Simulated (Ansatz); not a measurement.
# PtSe: single-point calculation (part 1 of 2)

- system: PtSe (4 atoms in the cell)
- method: DFT LDA+U, scalar-relativistic, plane waves, PAW, Ueff = 2 eV on Pt atom 1 d; Ueff = 2 eV on Pt atom 3 d, spin-polarised (Ansatz 0.2.0)

The structure was built on a prototype by a generator; it need not be a known phase. It belongs to a series of runs on one base structure; here: from atoms, default search. Figures and captions count atoms from 1; the log counts them from 0 in places.

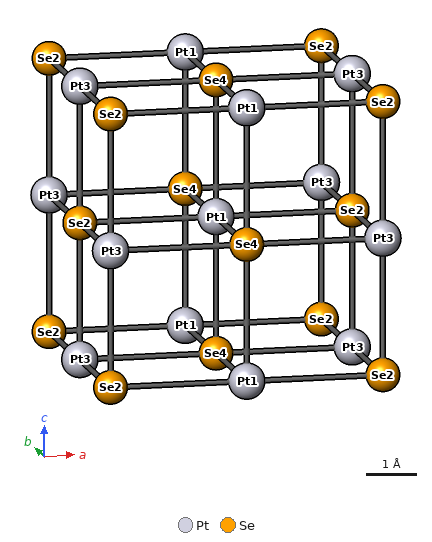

**Figure 1.** The input geometry (ball-and-stick view of the cell 2 times as large as that of the calculation, set on its symmetry axes, seen slightly off an axis; atoms are numbered from 1 in the order of the input). An atom can appear more than once, as a periodic image.

### Key numbers

```tsv
quantity	value
outcome	converged
space group (tolerance 0.01 Å)	Fm-3m (225)
electrons treated	68
free energy	−35253.4722 eV
Fermi energy	11.400 eV
gap on the k-point mesh	none (metallic)
net moment of the cell	0.00 μB
integrated absolute moment	0.00 μB
pressure	−20.94 GPa
largest force (length of the vector)	under 0.001 eV/Å
hardware	2 threads of Arm Neoverse V2, 24 GiB of memory available, shared host
wall time	45 s (CPU time 88 s)
peak memory	0.94 GiB
```

### Notes

The program warns: some starting moments were not kept. Spin–orbit coupling is left out, which matters for Pt. The cell is under a tension of 21 GPa at this level, so it is not at its equilibrium volume.

### Input file
```yaml
crystal:
  lattice:
    - [0.0, 2.79841113, 2.79841113]
    - [5.59682226, 2.79841113, 2.79841113]
    - [5.59682226, 5.59682226, 0.0]
  atoms:
    - { symbol: Pt, position: [0.5, 0.5, 0.0], spin: 2.0 }
    - { symbol: Se, position: [0.0, 0.0, 0.0] }
    - { symbol: Pt, position: [0.5, 0.5, 0.5], spin: -2.0 }
    - { symbol: Se, position: [0.0, 0.0, 0.5] }
basis:
  ecutwfc: 420
  ecutrho_ratio: 4
kpoints:
  mp_grid: { grid: [6, 6, 6] }
hamiltonian:
  xc: lda
  hubbard:
    sites: [{ site: 0, l: d, u_eff: 2.0 }, { site: 2, l: d, u_eff: 2.0 }]
scf:
  occupations: { method: gaussian, width: 0.05 }
output:
  forces: true
  stress: true
  eigenvalues: true
  populations: true
  hubbard: { sites: [{ site: 0, l: d }, { site: 2, l: d }] }
  write_density: true
  write_potential: true
  elf: true
  volumetric_format: npy
magnetization:
  spin_polarized: true
```

Launch command:
```bash
ansatz run input.yaml --threads 2 --pin off --max-ram 3072MiB --backend cpu --events-out ev --progress --plain --runs-dir out
```

### What the program printed
```
Pt: projections on atomic orbitals take those of the free atom [Kr 4d10 4f14] 5s2 5p6 5d9 6s1, of charge +0.00 (hamiltonian.pseudopotentials.projection_atoms); the dataset's partial waves leave at most 9.1e-5 of an orbital's norm unspanned inside its sphere
Se: projections on atomic orbitals take those of the free atom [Ar] 3d10 4s2 4p4, of charge +0.00 (hamiltonian.pseudopotentials.projection_atoms); the dataset's partial waves leave at most 2.3e-6 of an orbital's norm unspanned inside its sphere
Engine: ansatz 0.2.0, aarch64-unknown-linux-gnu
Pseudopotentials: kind: paw
Pseudopotential: Pt, paw, valence charge 18, recommended cutoff 420 eV (normal), Pt.paw.azcp
Pseudopotential: Se, paw, valence charge 16, recommended cutoff 420 eV (normal), Se.paw.azcp
Functional definition: SPW92
  exchange = slater_x
  correlation = pw_c
Crystal: 4 atoms, lattice volume = 87.659 Å³
Basis set: ecut = 420 eV, 1715 PW (Γ)
Bands: 44, of which v1, the nominal top of the filled ones, is band 34 counted from 1 (33 counted from 0)
Symmetry: 16 space group operations
Space group: P4/mmm (ITA 123), of the structure as read, at distance tolerance 4.4e-5 Å
Magnetic group: BNS 123.350 (UNI 1010), of the structure as read, at distance tolerance 4.4e-5 Å
k-points: 40 of 216
Non-local potential: Pt, projectors of the file, l = 0: 3, l = 1: 2, l = 2: 2, l = 3: 1
Non-local potential: Se, projectors of the file, l = 0: 2, l = 1: 2, l = 2: 3, l = 3: 1
PAW form: soft (Blöchl's): semilocal exchange-correlation on the pseudo side does not see the compensation charge
PAW frozen core: Pt, regenerated for the run's functional, and the local potential with it (the file was generated under x = pbe(κ = 0.804, μ = 0.2195149727645171), c = pbe(β = 0.06672455060314922))
PAW frozen core: Se, regenerated for the run's functional, and the local potential with it (the file was generated under x = pbe(κ = 0.804, μ = 0.2195149727645171), c = pbe(β = 0.06672455060314922))
PAW one-centre angular grid: Pt, 590 points (default); XC on 64 Gauss nodes
PAW one-centre angular grid: Se, 590 points (default); XC on 64 Gauss nodes
Initial density: superposition of atomic densities (chi_scale 0.1, normalization cell)
Starting moments: Σ|m| = 4 μB on 2 of 4 sites
Starting magnetic order: antiferromagnet; a translation exchanges its spin sublattices: spin-degenerate at every k-point
Initial wavefunctions: pseudopotential atomic-orbital guess
Functional: x = slater, c = lda
iter 1 solved again at ethr=1.64e-3 eV; its pass at ethr=3.10e-3 eV (dr2=1.12e0 eV) is discarded
SCF iter   1: F=—  HF=-35252.486488 eV  |F-HF|=—  |Δ(HF+E_count)|=         —  Δρ=6.07e-2 (↑6.07e-2 ↓6.07e-2)  dr2=1.12e0  dr2_m=2.59e0  M=0.000 μB ∫|m|=1.149 μB  β_m=0.30  ethr=1.64e-3  ⟨swp⟩=1.1  Hψ=8038  notcnv=0
preconditioner: auto → Kerker (q_TF=auto, 2.615 Å⁻¹)  [metal: Δε(μ)=0.017 eV  Ē_g=9.641 eV  σ=0.050 eV  W_gap=0.19  n_scr=28 (ndim 8)  ℏωp=22.4 eV  f_vac=0.004  D(μ)=4.40/eV (n_scr^D=36)]
spin=Collinear: Kerker preconditioning applied to the charge; magnetization (m = ρ↑ − ρ↓) channel mixes plain (no charge-response kernel on spin).
SCF iter   2: F=—  HF=-35252.840840 eV  |F-HF|=—  |Δ(HF+E_count)|=   3.54e-1  Δρ=4.54e-2 (↑4.54e-2 ↓4.54e-2)  dr2=3.54e-1  dr2_m=1.50e0  M=0.000 μB ∫|m|=0.934 μB  β_m=0.30  ethr=1.64e-3  ⟨swp⟩=2.0  Hψ=2081  notcnv=0
SCF iter   3: F=—  HF=-35253.064719 eV  |F-HF|=—  |Δ(HF+E_count)|=   2.24e-1  Δρ=3.33e-2 (↑3.33e-2 ↓3.33e-2)  dr2=5.58e-2  dr2_m=8.68e-1  M=0.000 μB ∫|m|=0.786 μB  β_m=0.30  ethr=5.21e-4  ⟨swp⟩=2.0  Hψ=2595  notcnv=0  defer=173
SCF iter   4: F=—  HF=-35253.226512 eV  |F-HF|=—  |Δ(HF+E_count)|=   1.62e-1  Δρ=2.44e-2 (↑2.44e-2 ↓2.44e-2)  dr2=2.80e-3  dr2_m=4.79e-1  M=0.000 μB ∫|m|=0.711 μB  β_m=0.30  ethr=8.20e-5  ⟨swp⟩=2.0  Hψ=2423  notcnv=0  defer=173
SCF iter   5: F=—  HF=-35253.321818 eV  |F-HF|=—  |Δ(HF+E_count)|=   9.53e-2  Δρ=1.84e-2 (↑1.84e-2 ↓1.84e-2)  dr2=6.15e-4  dr2_m=2.73e-1  M=0.000 μB ∫|m|=0.636 μB  β_m=0.30  ethr=4.12e-6  ⟨swp⟩=2.1  Hψ=2431  notcnv=0  defer=173
SCF iter   6: F=—  HF=-35253.376619 eV  |F-HF|=—  |Δ(HF+E_count)|=   5.48e-2  Δρ=1.40e-2 (↑1.40e-2 ↓1.40e-2)  dr2=4.67e-4  dr2_m=1.58e-1  M=0.000 μB ∫|m|=0.567 μB  β_m=0.30  ethr=9.05e-7  ⟨swp⟩=2.0  Hψ=3404  notcnv=0  defer=173
SCF iter   7: F=—  HF=-35253.408873 eV  |F-HF|=—  |Δ(HF+E_count)|=   3.23e-2  Δρ=1.09e-2 (↑1.09e-2 ↓1.09e-2)  dr2=1.89e-4  dr2_m=9.51e-2  M=0.000 μB ∫|m|=0.499 μB  β_m=0.30  ethr=6.87e-7  ⟨swp⟩=2.0  Hψ=2860  notcnv=0  defer=173
Mixer restart at iter 7: flushing history
spin-set hold released at iteration 7 (site moments contracting): the magnetisation degrees of freedom join the quasi-Newton model from the next iteration; the mixer history was flushed
SCF iter   8: F=—  HF=-35253.428793 eV  |F-HF|=—  |Δ(HF+E_count)|=   1.99e-2  Δρ=8.55e-3 (↑8.55e-3 ↓8.55e-3)  dr2=2.06e-4  dr2_m=5.87e-2  M=0.000 μB ∫|m|=0.436 μB  β_m=0.61  ethr=2.77e-7  ⟨swp⟩=2.2  Hψ=2467  notcnv=0  defer=173
SCF iter   9: F=—  HF=-35253.466986 eV  |F-HF|=—  |Δ(HF+E_count)|=   3.82e-2  Δρ=1.92e-3 (↑1.92e-3 ↓1.92e-3)  dr2=1.96e-4  dr2_m=2.83e-3  M=0.000 μB ∫|m|=0.161 μB  β_m=0.82  ethr=2.77e-7  ⟨swp⟩=3.0  Hψ=3460  notcnv=0  defer=173
SCF iter  10: F=—  HF=-35253.472055 eV  |F-HF|=—  |Δ(HF+E_count)|=   5.07e-3  Δρ=3.63e-4 (↑3.63e-4 ↓3.63e-4)  dr2=1.78e-5  dr2_m=9.52e-5  M=0.000 μB ∫|m|=0.027 μB  β_m=0.91  ethr=2.77e-7  ⟨swp⟩=2.0  Hψ=3297  notcnv=0  defer=173
SCF iter  11: F=—  HF=-35253.472238 eV  |F-HF|=—  |Δ(HF+E_count)|=   1.83e-4  Δρ=9.87e-5 (↑9.87e-5 ↓9.87e-5)  dr2=3.92e-6  dr2_m=5.12e-6  M=0.000 μB ∫|m|=0.006 μB  β_m=0.94  ethr=2.62e-8  ⟨swp⟩=2.0  Hψ=3025  notcnv=0  defer=173
SCF iter  12: F=—  HF=-35253.472243 eV  |F-HF|=—  |Δ(HF+E_count)|=   4.70e-6  Δρ=4.22e-5 (↑4.22e-5 ↓4.22e-5)  dr2=2.58e-6  dr2_m=9.50e-7  M=0.000 μB ∫|m|=0.003 μB  β_m=0.85  ethr=5.77e-9  ⟨swp⟩=2.8  Hψ=3080  notcnv=0  defer=173
SCF iter  13: F=—  HF=-35253.472241 eV  |F-HF|=—  |Δ(HF+E_count)|=   1.87e-6  Δρ=2.17e-5 (↑2.17e-5 ↓2.17e-5)  dr2=4.87e-7  dr2_m=2.72e-7  M=0.000 μB ∫|m|=0.002 μB  β_m=0.89  ethr=3.80e-9  ⟨swp⟩=2.0  Hψ=2654  notcnv=0  defer=173
iter 14 did not close the SCF: its close was put off for a magnetic moment that had not settled (scf_convergence_deferred on its scf_iter line)
SCF iter  14: F=-35253.472241 eV  HF=-35253.472241 eV  |F-HF|=4.51e-8  |Δ(HF+E_count)|=   1.11e-7  Δρ=9.63e-6 (↑9.63e-6 ↓9.63e-6)  dr2=1.35e-8  dr2_m=7.17e-8  M=0.000 μB ∫|m|=0.001 μB  β_m=0.94  ethr=1.47e-10  ⟨swp⟩=9.8  Hψ=12269  notcnv=0
iter 15 did not close the SCF: its close was put off for a magnetic moment that had not settled (scf_convergence_deferred on its scf_iter line)
SCF iter  15: F=-35253.472241 eV  HF=-35253.472241 eV  |F-HF|=2.69e-9  |Δ(HF+E_count)|=   1.17e-7  Δρ=2.23e-6 (↑2.23e-6 ↓2.23e-6)  dr2=8.54e-10  dr2_m=3.38e-9  M=0.000 μB ∫|m|=0.000 μB  β_m=0.97  ethr=1.99e-11  ⟨swp⟩=4.8  Hψ=9098  notcnv=0
iter 16 did not close the SCF: its close was put off for a magnetic moment that had not settled (scf_convergence_deferred on its scf_iter line)
SCF iter  16: F=-35253.472241 eV  HF=-35253.472241 eV  |F-HF|=2.91e-11  |Δ(HF+E_count)|=   6.01e-9  Δρ=3.39e-7 (↑3.39e-7 ↓3.39e-7)  dr2=6.73e-11  dr2_m=7.72e-11  M=0.000 μB ∫|m|=0.000 μB  β_m=0.99  ethr=1.26e-12  ⟨swp⟩=4.0  Hψ=8480  notcnv=0
SCF iter  17: F=-35253.472241 eV  HF=-35253.472241 eV  |F-HF|=0.00e0  |Δ(HF+E_count)|=  1.31e-10  Δρ=4.26e-8 (↑4.26e-8 ↓4.26e-8)  dr2=2.66e-12  dr2_m=7.20e-13  M=0.000 μB ∫|m|=0.000 μB  ethr=1.00e-12  ⟨swp⟩=4.0  Hψ=6999  notcnv=0
SCF 1 converged in 17 iterations: F = -35253.472241 eV  dr2 = 2.66e-12
  greatest PAW one-centre occupation: 1.000 electrons in one spin orbital (limit 2), on the Se atom at site 3 (counted from 0), in its partial waves of l = 2
Bands: 45, of which v1, the nominal top of the filled ones, is band 34 counted from 1 (33 counted from 0)
Symmetry: 1 space group operations
k-points: 112 of 216 (time reversal used)
Starting moments: Σ|m| = 6 μB on 2 of 4 sites
iter 1 solved again at ethr=1.80e-3 eV; its pass at ethr=3.10e-3 eV (dr2=1.23e0 eV) is discarded
```
